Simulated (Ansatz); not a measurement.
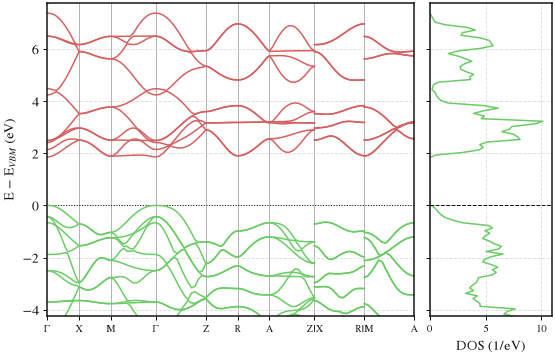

Band structure and density of states. Energies are counted from the top of the valence band.

Question: Which of these calculations gave it?
A. TiO₂, space group P4_2/mnm (No. 136), 6 atoms in the cell; PBE
B. FeCo₃, space group Pm-3m (No. 221), 4 atoms in the cell; PBEsol
C. C, space group Fd-3m, 2 atoms in the cell; HSE06

Answer: A. The bands leave a gap. The gap along this path is 1.86 eV and direct: both edges lie at Γ. The top valence level at Γ is a single band, not degenerate (spin aside). The top valence band spans 1.6 eV and the lowest conduction band 1.0 eV. A primitive tetragonal lattice: the path Γ–X–M–Γ–Z–R–A–Z|X–R|M–A runs through the special points of its Brillouin zone.

Ansatz 0.2.0; DFT PBE, scalar-relativistic, plane waves, PAW, no spin polarisation, 6×6×10 k mesh, 420 eV cutoff, Gaussian smearing of 0.02 eV.
